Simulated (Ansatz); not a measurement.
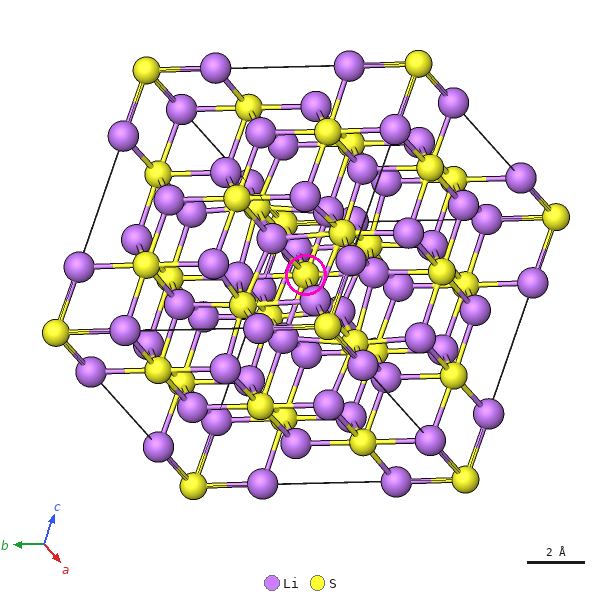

This ball-and-stick model is shown from a general direction. The edges of the supercell are marked. The host is Li2S, in a cell of 48 sites, and the cell carries a charge of -1. A ring marks the defect's site.

What kind of defect was put in?

An interstitial sulfur atom. It is bonded to eight Li in a cubic arrangement at about 2.4 Å.

Computational set-up: Ansatz 0.2.0, DFT PBEsol, scalar-relativistic, plane waves, PAW, wavefunction cutoff 420 eV, k-point mesh 2×2×2, Gaussian smearing of 0.01 eV, collinear spins.

Does the calculation give a net moment?

Yes, 1.0 μB in the cell.

The atoms were relaxed in the host's cell with Ansatz, DFT PBEsol, scalar-relativistic, plane waves, PAW.
